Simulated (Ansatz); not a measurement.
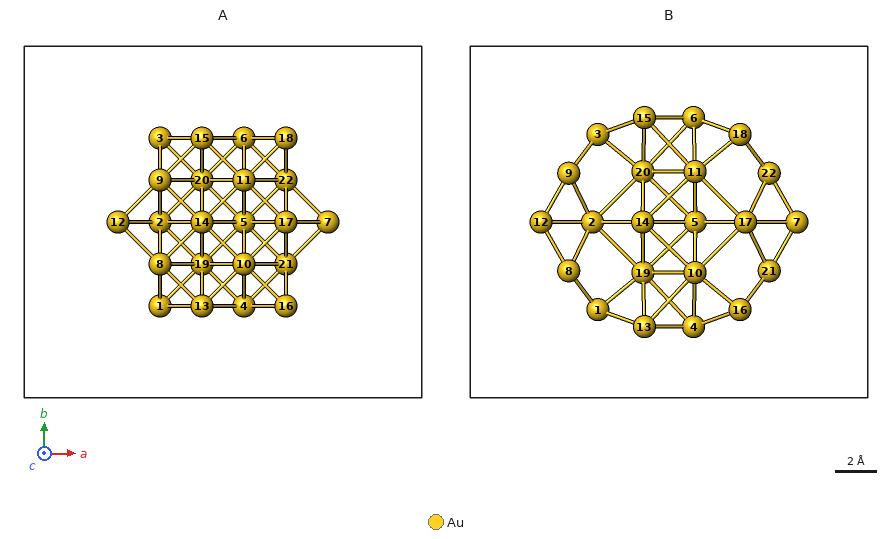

Two geometries of a wire of composition Au, drawn at one scale. One is the start of a relaxation, the other its converged end. Style: ball-and-stick. Shown: the 2 repeat of the cell, with the vacuum cut short (origin shifted), along the c axis.

These are results of DFT PBE, scalar-relativistic, plane waves, PAW (Ansatz), not measurements. Set-up: plane-wave cutoff 420 eV; k-point mesh 1 × 1 × 13; occupations gaussian; smearing width 0.05 eV; no spin polarisation; cell relaxed at fixed a, b, alpha, beta, gamma; force threshold 0.02 eV/Å; at most 45 steps.

### Which geometry has the lower energy?

Structure B is the relaxed one. Case: wire along [0 0 1], 22 atoms a period. The energy falls by 3.762 eV per cell of the calculation in 18 accepted moves (21 points after the start). Largest force component: 1.2 eV/Å at the start, 0.004 eV/Å at the end. The line search rejected the trial steps at points 10, 16 of the run. At 1 point the geometry stayed and the basis and grid were re-selected for the new cell (energy shift of 21.4 meV per cell of the calculation at most each time). The largest moves relative to the centre of the atoms, 1.88 Å, are those of Au8, Au9, Au21 and Au22. Along the periodic axis the drawn cell goes c 8.316 → 5.532 Å (−33.5 %). Near-neighbour distances that change, for instance: Au4–Au21 2.940 → 4.658 Å, Au5–Au21 2.940 → 4.389 Å, Au10–Au10 4.158 → 2.766 Å, Au10–Au21 2.940 → 3.930 Å. Bond angles that change, for instance: Au17–Au22–Au18 180.0° → 125.5°, Au9–Au3–Au15 60.0° → 112.8°, Au10–Au4–Au16 120.0° → 86.6°.
